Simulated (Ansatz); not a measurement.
# Geometry relaxation, with input and output: Ni (part 1 of 2)

The run: geometry relaxation of Ni (Im-3m, 1 atom in the cell). Method and program: DFT PBEsol, scalar-relativistic, plane waves, PAW, spin-polarised (Ansatz 0.2.0).

The structure derives from a Materials Project entry. Figures and captions count atoms from 1; the log counts them from 0 in places.

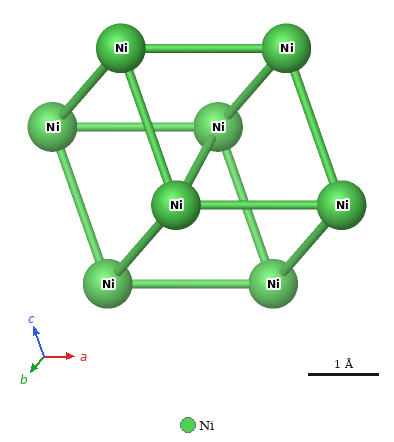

**Figure 1.** The input geometry (ball-and-stick view of the cell of the calculation, seen at an oblique angle).

The input
```yaml
crystal:
  lattice:
    - [-1.38371547, 1.38371547, 1.38371547]
    - [1.38371547, -1.38371547, 1.38371547]
    - [1.38371547, 1.38371547, -1.38371547]
  atoms:
    - { symbol: Ni, position: [0.0, 0.0, 0.0], spin: 0.5 }
basis:
  ecutwfc: 420
kpoints:
  mp_grid: { grid: [22, 22, 22] }
hamiltonian:
  xc: pbesol
scf:
  occupations: { method: gaussian, width: 0.1 }
output:
  forces: true
  stress: true
  eigenvalues: true
  populations: true
  write_density: true
  write_potential: true
  elf: true
  volumetric_format: npy
magnetization:
  spin_polarized: true
relax:
  adjacent_minimum: "off"
  f_tol: 0.005
  max_steps: 80
  cell: { stress_tol: 0.05 }
```

Launch command:
```bash
ansatz run input.yaml --threads 1 --pin off --max-ram 2560MiB --backend cpu --events-out ev --progress --plain --runs-dir out
```

Log
```
Engine: ansatz 0.2.0, x86_64-unknown-linux-gnu
Pseudopotentials: kind: paw
Pseudopotential: Ni, paw, valence charge 18, recommended cutoff 420 eV (normal), Ni.paw.azcp
Functional definition: PBEsol
  exchange = pbesol_x
  correlation = pbesol_c
Crystal: 1 atoms, lattice volume = 10.597 Å³
Basis set: ecut = 420 eV, 201 PW (Γ), exchange–correlation on 36×36×36 points (8 copies of the dense FFT grid, shifted against one another)
Bands: 14, of which v1, the nominal top of the filled ones, is band 9 counted from 1 (8 counted from 0)
Symmetry: 48 space group operations
Space group: Im-3m (ITA 229), of the structure as read, at distance tolerance 2.2e-5 Å
Magnetic group: BNS 229.140 (UNI 1642), of the structure as read, at distance tolerance 2.2e-5 Å
k-points: 328 of 10648
Non-local potential: Ni, projectors of the file, l = 0: 3, l = 1: 2, l = 2: 3, l = 3: 1
PAW form: soft (Blöchl's): semilocal exchange-correlation on the pseudo side does not see the compensation charge
PAW frozen core: Ni, regenerated for the run's functional, and the local potential with it (the file was generated under x = pbe(κ = 0.804, μ = 0.2195149727645171), c = pbe(β = 0.06672455060314922))
PAW one-centre angular grid: Ni, 590 points (default); XC on 64 Gauss nodes
Initial density: superposition of atomic densities (chi_scale 0.1, normalization cell)
Starting moments: Σ|m| = 0.5 μB on 1 of 1 site
Initial wavefunctions: pseudopotential atomic-orbital guess
Functional: x = pbesol(κ = 0.804, μ = 0.12345679012345678), c = pbesol(β = 0.046)
SCF iter   1: F=—  HF=-5804.117677 eV  |F-HF|=—  |Δ(HF+E_count)|=         —  Δρ=7.51e-2 (↑4.70e-2 ↓7.51e-2)  dr2=9.31e-1  dr2_m=1.96e-2  M=0.510 μB ∫|m|=0.531 μB  β_m=0.30  ethr=3.10e-3  ⟨swp⟩=5.1  Hψ=47670  notcnv=0
Mixer restart at iter 1: flushing history
preconditioner: auto → none  [metal: Δε(μ)=0.004 eV  Ē_g=16.238 eV  σ=0.100 eV  W_gap=0.02  n_scr=0 (ndim 8)  ℏωp=36.1 eV  f_vac=0.000  D(μ)=2.59/eV (n_scr^D=54)]
SCF iter   2: F=—  HF=-5803.911577 eV  |F-HF|=—  |Δ(HF+E_count)|=   2.06e-1  Δρ=5.44e-2 (↑5.44e-2 ↓2.94e-2)  dr2=3.41e-1  dr2_m=1.94e-2  M=0.518 μB ∫|m|=0.547 μB  β_m=0.25  ethr=3.10e-3  ⟨swp⟩=2.8  Hψ=20510  notcnv=0  defer=412
SCF iter   3: F=—  HF=-5804.105549 eV  |F-HF|=—  |Δ(HF+E_count)|=   1.94e-1  Δρ=2.40e-2 (↑2.40e-2 ↓9.78e-3)  dr2=2.77e-2  dr2_m=1.44e-2  M=0.519 μB ∫|m|=0.548 μB  β_m=0.50  ethr=1.90e-3  ⟨swp⟩=2.6  Hψ=15682  notcnv=0  defer=416
SCF iter   4: F=—  HF=-5804.733336 eV  |F-HF|=—  |Δ(HF+E_count)|=         —  Δρ=2.53e-2 (↑2.53e-2 ↓4.73e-3)  dr2=4.73e-2  dr2_m=1.28e-2  M=0.557 μB ∫|m|=0.605 μB  β_m=0.62  ethr=1.54e-4  ⟨swp⟩=2.4  Hψ=18255  notcnv=0  defer=419
Mixer restart at iter 4: flushing history
SCF iter   5: F=—  HF=-5804.863311 eV  |F-HF|=—  |Δ(HF+E_count)|=   1.30e-1  Δρ=1.77e-2 (↑1.22e-2 ↓1.77e-2)  dr2=4.65e-2  dr2_m=7.88e-4  M=0.546 μB ∫|m|=0.597 μB  β_m=0.50  ethr=1.54e-4  ⟨swp⟩=2.3  Hψ=21282  notcnv=0  defer=391
SCF iter   6: F=—  HF=-5804.843628 eV  |F-HF|=—  |Δ(HF+E_count)|=   1.97e-2  Δρ=1.37e-2 (↑1.37e-2 ↓8.89e-3)  dr2=3.12e-2  dr2_m=7.04e-4  M=0.543 μB ∫|m|=0.595 μB  β_m=0.47  ethr=1.54e-4  ⟨swp⟩=2.4  Hψ=18920  notcnv=0  defer=359
SCF iter   7: F=—  HF=-5804.863529 eV  |F-HF|=—  |Δ(HF+E_count)|=   1.99e-2  Δρ=8.12e-3 (↑8.12e-3 ↓6.54e-3)  dr2=1.31e-2  dr2_m=9.56e-5  M=0.538 μB ∫|m|=0.593 μB  β_m=0.73  ethr=1.54e-4  ⟨swp⟩=1.8  Hψ=12168  notcnv=0  defer=344
SCF iter   8: F=—  HF=-5804.869713 eV  |F-HF|=—  |Δ(HF+E_count)|=   6.18e-3  Δρ=2.07e-3 (↑1.75e-3 ↓2.07e-3)  dr2=9.00e-4  dr2_m=7.22e-6  M=0.533 μB ∫|m|=0.589 μB  β_m=0.66  ethr=7.27e-5  ⟨swp⟩=2.5  Hψ=13492  notcnv=0  defer=349
SCF iter   9: F=—  HF=-5804.870122 eV  |F-HF|=—  |Δ(HF+E_count)|=   4.10e-4  Δρ=4.50e-4 (↑1.99e-4 ↓4.50e-4)  dr2=2.52e-5  dr2_m=1.88e-6  M=0.532 μB ∫|m|=0.588 μB  β_m=0.83  ethr=5.00e-6  ⟨swp⟩=2.3  Hψ=12134  notcnv=0  defer=342
SCF iter  10: F=—  HF=-5804.870139 eV  |F-HF|=—  |Δ(HF+E_count)|=   1.64e-5  Δρ=1.14e-4 (↑6.26e-5 ↓1.14e-4)  dr2=1.93e-6  dr2_m=7.46e-8  M=0.531 μB ∫|m|=0.587 μB  β_m=0.87  ethr=1.40e-7  ⟨swp⟩=2.4  Hψ=12650  notcnv=0  defer=345
SCF iter  11: F=—  HF=-5804.870139 eV  |F-HF|=—  |Δ(HF+E_count)|=   5.08e-7  Δρ=9.20e-6 (↑1.56e-6 ↓9.20e-6)  dr2=3.58e-9  dr2_m=2.76e-9  M=0.531 μB ∫|m|=0.587 μB  β_m=0.93  ethr=1.07e-8  ⟨swp⟩=2.3  Hψ=12046  notcnv=0  defer=345
SCF iter  12: F=-5804.870139 eV  HF=-5804.870139 eV  |F-HF|=9.00e-10  |Δ(HF+E_count)|=  2.38e-10  Δρ=2.70e-6 (↑1.63e-6 ↓2.70e-6)  dr2=1.19e-9  dr2_m=2.87e-11  M=0.531 μB ∫|m|=0.587 μB  ethr=1.99e-11  ⟨swp⟩=7.3  Hψ=51623  notcnv=0
SCF 1 converged in 12 iterations: F = -5804.870139 eV  dr2 = 1.19e-9
  greatest PAW one-centre occupation: 1.001 electrons in one spin orbital (limit 2), on the Ni atom at site 0 (counted from 0), in its partial waves of l = 1
relax step   1: F+E_penalty+E_count = -5804.87013910 eV  Δ(F+E_penalty+E_count) = +0.000e0 eV  max|allowed force component| = 0.000e0 eV/Å  Δτ_max = 0.0000 Å  P = -2.838 GPa  Ω = 10.597 Å³  (12 SCF iters, dr2 threshold 1.00e-7 eV, accepted)
Crystal: 1 atoms, lattice volume = 10.529 Å³
Initial density: handed on by an earlier stage of this run
Starting moments: Σ|m| = 0.5 μB on 1 of 1 site; this step starts from the density that it was given
Initial wavefunctions: those handed on with the density
iter 1 solved again at ethr=2.08e-6 eV; its pass at ethr=3.10e-3 eV (dr2=3.75e-4 eV) is discarded
SCF iter   1: F=—  HF=-5804.871128 eV  |F-HF|=—  |Δ(HF+E_count)|=         —  Δρ=1.68e-3 (↑1.68e-3 ↓8.02e-4)  dr2=3.78e-4  dr2_m=2.15e-5  M=0.528 μB ∫|m|=0.583 μB  β_m=0.65  ethr=2.08e-6  ⟨swp⟩=2.3  Hψ=54310  notcnv=0
preconditioner: auto → none  [metal: Δε(μ)=0.001 eV  Ē_g=17.225 eV  σ=0.100 eV  W_gap=0.00  n_scr=0 (ndim 8)  ℏωp=36.2 eV  f_vac=0.000  D(μ)=1.45/eV (n_scr^D=18)]
SCF iter   2: F=—  HF=-5804.871337 eV  |F-HF|=—  |Δ(HF+E_count)|=   2.09e-4  Δρ=2.18e-3 (↑2.09e-3 ↓2.18e-3)  dr2=9.94e-4  dr2_m=3.09e-7  M=0.528 μB ∫|m|=0.584 μB  β_m=0.27  ethr=2.08e-6  ⟨swp⟩=2.1  Hψ=14510  notcnv=0  recentre
SCF iter   3: F=—  HF=-5804.871017 eV  |F-HF|=—  |Δ(HF+E_count)|=   3.19e-4  Δρ=3.13e-4 (↑3.13e-4 ↓1.98e-4)  dr2=2.81e-6  dr2_m=5.74e-6  M=0.528 μB ∫|m|=0.583 μB  β_m=0.50  ethr=2.08e-6  ⟨swp⟩=2.3  Hψ=13407  notcnv=0
SCF iter   4: F=—  HF=-5804.871059 eV  |F-HF|=—  |Δ(HF+E_count)|=   4.16e-5  Δρ=3.22e-4 (↑4.79e-5 ↓3.22e-4)  dr2=7.18e-6  dr2_m=2.41e-6  M=0.527 μB ∫|m|=0.582 μB  β_m=0.75  ethr=1.56e-8  ⟨swp⟩=2.3  Hψ=14549  notcnv=0
SCF iter   5: F=—  HF=-5804.871076 eV  |F-HF|=—  |Δ(HF+E_count)|=   1.67e-5  Δρ=2.61e-4 (↑8.65e-5 ↓2.61e-4)  dr2=7.23e-6  dr2_m=8.14e-7  M=0.527 μB ∫|m|=0.582 μB  β_m=0.87  ethr=1.56e-8  ⟨swp⟩=1.7  Hψ=10794  notcnv=0
SCF iter   6: F=—  HF=-5804.871085 eV  |F-HF|=—  |Δ(HF+E_count)|=   8.99e-6  Δρ=2.35e-5 (↑2.23e-5 ↓2.35e-5)  dr2=4.45e-10  dr2_m=5.02e-8  M=0.526 μB ∫|m|=0.581 μB  β_m=0.94  ethr=1.56e-8  ⟨swp⟩=2.1  Hψ=14689  notcnv=0
SCF iter   7: F=—  HF=-5804.871085 eV  |F-HF|=—  |Δ(HF+E_count)|=   5.92e-8  Δρ=1.96e-5 (↑1.51e-5 ↓1.96e-5)  dr2=7.38e-8  dr2_m=6.15e-10  M=0.526 μB ∫|m|=0.581 μB  β_m=0.94  ethr=2.47e-12  ⟨swp⟩=3.1  Hψ=21131  notcnv=0
SCF iter   8: F=-5804.871085 eV  HF=-5804.871085 eV  |F-HF|=1.36e-8  |Δ(HF+E_count)|=   8.86e-8  Δρ=9.64e-6 (↑6.87e-6 ↓9.64e-6)  dr2=1.71e-8  dr2_m=2.23e-10  M=0.526 μB ∫|m|=0.581 μB  ethr=2.47e-12  ⟨swp⟩=4.8  Hψ=49225  notcnv=0
SCF 2 converged in 8 iterations: F = -5804.871085 eV  dr2 = 1.71e-8
relax step   2: F+E_penalty+E_count = -5804.87108469 eV  Δ(F+E_penalty+E_count) = -9.456e-4 eV  max|allowed force component| = 0.000e0 eV/Å  Δτ_max = 0.0000 Å  P = -1.475 GPa  Ω = 10.529 Å³  energy of the carried Pulay correction = +2.400e-5 eV  (8 SCF iters, dr2 threshold 1.00e-7 eV, accepted)
Crystal: 1 atoms, lattice volume = 10.456 Å³
iter 1 solved again at ethr=2.62e-6 eV; its pass at ethr=3.10e-3 eV (dr2=4.71e-4 eV) is discarded
SCF iter   1: F=—  HF=-5804.871490 eV  |F-HF|=—  |Δ(HF+E_count)|=         —  Δρ=1.88e-3 (↑1.88e-3 ↓8.35e-4)  dr2=4.47e-4  dr2_m=3.00e-5  M=0.523 μB ∫|m|=0.577 μB  β_m=0.65  ethr=2.62e-6  ⟨swp⟩=2.3  Hψ=54061  notcnv=0
preconditioner: auto → none  [metal: Δε(μ)=0.005 eV  Ē_g=17.313 eV  σ=0.100 eV  W_gap=0.03  n_scr=0 (ndim 8)  ℏωp=36.3 eV  f_vac=0.000  D(μ)=1.44/eV (n_scr^D=18)]
SCF iter   2: F=—  HF=-5804.871738 eV  |F-HF|=—  |Δ(HF+E_count)|=   2.48e-4  Δρ=2.38e-3 (↑2.28e-3 ↓2.38e-3)  dr2=1.18e-3  dr2_m=3.19e-7  M=0.524 μB ∫|m|=0.578 μB  β_m=0.27  ethr=2.48e-6  ⟨swp⟩=2.1  Hψ=14571  notcnv=0  recentre
SCF iter   3: F=—  HF=-5804.871359 eV  |F-HF|=—  |Δ(HF+E_count)|=   3.79e-4  Δρ=3.65e-4 (↑3.65e-4 ↓2.32e-4)  dr2=3.56e-6  dr2_m=7.80e-6  M=0.523 μB ∫|m|=0.577 μB  β_m=0.50  ethr=2.48e-6  ⟨swp⟩=2.3  Hψ=13484  notcnv=0
SCF iter   4: F=—  HF=-5804.871409 eV  |F-HF|=—  |Δ(HF+E_count)|=   4.98e-5  Δρ=3.56e-4 (↑5.29e-5 ↓3.56e-4)  dr2=8.53e-6  dr2_m=3.02e-6  M=0.522 μB ∫|m|=0.576 μB  β_m=0.75  ethr=1.98e-8  ⟨swp⟩=2.3  Hψ=14647  notcnv=0
SCF iter   5: F=—  HF=-5804.871427 eV  |F-HF|=—  |Δ(HF+E_count)|=   1.79e-5  Δρ=3.03e-4 (↑9.35e-5 ↓3.03e-4)  dr2=9.35e-6  dr2_m=1.18e-6  M=0.522 μB ∫|m|=0.576 μB  β_m=0.87  ethr=1.98e-8  ⟨swp⟩=1.5  Hψ=10678  notcnv=0
SCF iter   6: F=—  HF=-5804.871439 eV  |F-HF|=—  |Δ(HF+E_count)|=   1.20e-5  Δρ=3.39e-5 (↑3.39e-5 ↓3.16e-5)  dr2=5.37e-10  dr2_m=1.02e-7  M=0.521 μB ∫|m|=0.575 μB  β_m=0.94  ethr=1.98e-8  ⟨swp⟩=2.1  Hψ=14740  notcnv=0
SCF iter   7: F=—  HF=-5804.871439 eV  |F-HF|=—  |Δ(HF+E_count)|=   2.12e-7  Δρ=3.17e-5 (↑2.36e-5 ↓3.17e-5)  dr2=1.86e-7  dr2_m=1.92e-9  M=0.521 μB ∫|m|=0.575 μB  β_m=0.94  ethr=2.98e-12  ⟨swp⟩=3.1  Hψ=21280  notcnv=0
SCF iter   8: F=—  HF=-5804.871439 eV  |F-HF|=—  |Δ(HF+E_count)|=   2.15e-7  Δρ=5.15e-6 (↑3.90e-6 ↓5.15e-6)  dr2=5.08e-9  dr2_m=4.94e-11  M=0.521 μB ∫|m|=0.575 μB  β_m=0.97  ethr=2.98e-12  ⟨swp⟩=3.2  Hψ=20149  notcnv=0
SCF iter   9: F=-5804.871439 eV  HF=-5804.871439 eV  |F-HF|=6.16e-10  |Δ(HF+E_count)|=   7.49e-9  Δρ=2.14e-6 (↑1.40e-6 ↓2.14e-6)  dr2=7.76e-10  dr2_m=1.59e-11  M=0.521 μB ∫|m|=0.575 μB  ethr=2.98e-12  ⟨swp⟩=4.2  Hψ=45221  notcnv=0
SCF 3 converged in 9 iterations: F = -5804.871439 eV  dr2 = 7.76e-10
relax step   3: F+E_penalty+E_count = -5804.87143888 eV  Δ(F+E_penalty+E_count) = -3.542e-4 eV  max|allowed force component| = 0.000e0 eV/Å  Δτ_max = 0.0000 Å  P = +0.040 GPa  Ω = 10.456 Å³  energy of the carried Pulay correction = +4.978e-5 eV  (9 SCF iters, dr2 threshold 1.00e-7 eV, accepted)
Basis set: ecut = 420 eV, 201 PW (Γ), exchange–correlation on 32×32×32 points (8 copies of the dense FFT grid, shifted against one another)
Initial wavefunctions: pseudopotential atomic-orbital guess (no wavefunctions were taken with the density)
iter 1 solved again at ethr=1.84e-7 eV; its pass at ethr=3.10e-3 eV (dr2=3.31e-5 eV) is discarded
```
